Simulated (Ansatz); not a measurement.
**B2PLYP/STO-3G run of CHF3 (trifluoromethane)**

Aim: the electronic atomisation energy of CHF3 (trifluoromethane) at B2PLYP/STO-3G, from 4 runs. 

The results are computed with Ansatz 0.2.0.

40 further runs of the same task are left out: 6 that didn't finish, 34 set aside as unsound or not needed.

**1. The molecule**

The species is CHF3 (5 atoms), meant as a singlet with charge 0. SMILES: `FC(F)F`. The shape is that of a PBE0-D4/def2-TZVP optimisation.

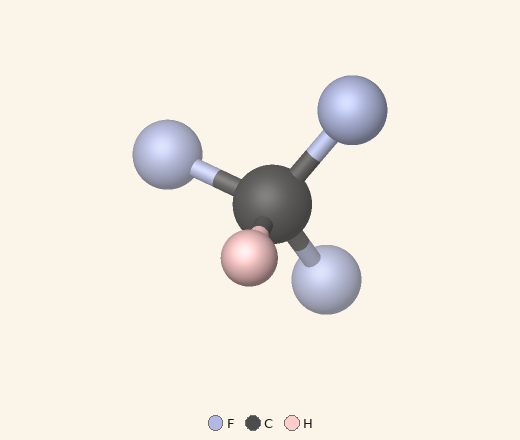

The structure, seen from a chosen angle (fluorine light blue, carbon dark grey, hydrogen pink).

**2. The energy at B2PLYP/STO-3G**

in.yaml reads:

```yaml
crystal:
  periodic: [false, false, false]
  atoms:
    - symbol: F
      position_ang: [-0.668650, -0.329700, 1.079190]
    - symbol: C
      position_ang: [0.019500, 0.056360, 0.006820]
    - symbol: F
      position_ang: [1.047350, -0.773770, -0.157470]
    - symbol: F
      position_ang: [-0.772570, -0.035090, -1.059420]
    - symbol: H
      position_ang: [0.374370, 1.082210, 0.130870]
basis:
  gaussian:
    orbitals: STO-3G
accuracy: high
correlation:
  frozen_orbitals: {C: 1, F: 1, H: 0}
hamiltonian:
  xc: {name: B2PLYP}
```

On the command line:

```console
ansatz run in.yaml --threads 1 --pin off --max-ram 3480MiB --events-out events.jsonl --progress --plain --runs-dir runs
```

Output:

```text
Warning: RAYON_NUM_THREADS=1 ignored (pool sized by the plan → 1); use --threads N
Functional definition: B2PLYP
  name "B2PLYP"
  parameter a = 0.53
  parameter c = 0.27
  exchange = (1 - a)*b88_x + a*exact_x
  correlation = (1 - c)*lyp_c + c*(mp2_os + mp2_ss)
392 factors; integrals over basis functions are off by at most 4.6e-8 eV
mean field evaluation 1: about -9056.8851 eV, gradient 3.3e1 eV
mean field evaluation 2: about -9056.9558 eV, gradient 3.3e1 eV
mean field evaluation 4: about -9060.3747 eV, gradient 6.9e-1 eV
mean field evaluation 8: about -9060.3748 eV, gradient 5.0e-4 eV
mean field evaluation 16: about -9060.3748 eV, gradient 1.7e-8 eV
mean field -9060.37483481 eV, -332.9626338366 hartree, gradient 1.7e-8 eV, S^2 0.000000; 0 other end points of the search recorded, 0 dependent functions left out
4 core orbitals not correlated: weight in the atoms' cores, before any rotation towards them, 1.000 or more for the frozen orbitals, at most 0.000 for the correlated occupied ones
reference -9060.37484642 eV, -332.9626342633 hartree; 13, 13 occupied and 4, 4 virtual orbitals, 392 factors
second order -3.59494073 eV of doubles, -0.00000000 eV of singles
Total energy: -9061.34548042 eV, -332.9983044047 hartree
```

Run time: 1.4 s. Hardware: 1 thread of Arm Neoverse V2, shared host; peak memory 0.1 GiB.

**3. The C atom at the same level**

run.yaml reads:

```yaml
basis:
  gaussian:
    orbitals: STO-3G
crystal:
  periodic: [false, false, false]
  atoms:
    - {symbol: C, position_ang: [0.000000, 0.000000, 0.000000]}
magnetization:
  spin_polarized: true
  initial_magnetization: 2
hamiltonian:
  xc: {name: B2PLYP}
correlation:
  frozen_orbitals: {C: 1}
accuracy: high
```

Run the same way, it converges to -37.30786 Eh (log not shown).

**4. The F atom**

in.yaml reads:

```yaml
crystal:
  periodic: [false, false, false]
  atoms:
    - {symbol: F, position_ang: [0.000000, 0.000000, 0.000000]}
basis:
  gaussian:
    orbitals: STO-3G
magnetization:
  spin_polarized: true
  initial_magnetization: 1
hamiltonian:
  xc: {name: B2PLYP}
correlation:
  frozen_orbitals: {F: 1}
accuracy: high
```

Run the same way, it converges to -98.18742 Eh (log not shown).

**5. The H atom at the same level**

run.yaml reads:

```yaml
crystal:
  periodic: [false, false, false]
  atoms:
    - {symbol: H, position_ang: [0.000000, 0.000000, 0.000000]}
basis:
  gaussian:
    orbitals: STO-3G
magnetization:
  spin_polarized: true
  initial_magnetization: 1
hamiltonian:
  xc: {name: B2PLYP}
correlation:
  frozen_orbitals: {H: 0}
accuracy: high
```

Run the same way, it converges to -0.46478 Eh (log not shown).

**6. Outcome**

At B2PLYP/STO-3G, 4 core orbitals frozen:

```
                     quantity          value
       molecule: total energy  -332.99830 Eh
         C atom: total energy   -37.30786 Eh
                 C atom: ⟨S²⟩          2.000
         F atom: total energy   -98.18742 Eh
                 F atom: ⟨S²⟩          0.750
         H atom: total energy    -0.46478 Eh
                 H atom: ⟨S²⟩          0.750
electronic atomisation energy      18.052 eV
```

In words: Taking the molecule apart into free atoms costs 18.05 eV (416 kcal/mol), before zero-point energy and without spin-orbit coupling. In a minimal basis such a difference can be off by several eV, whatever the method.
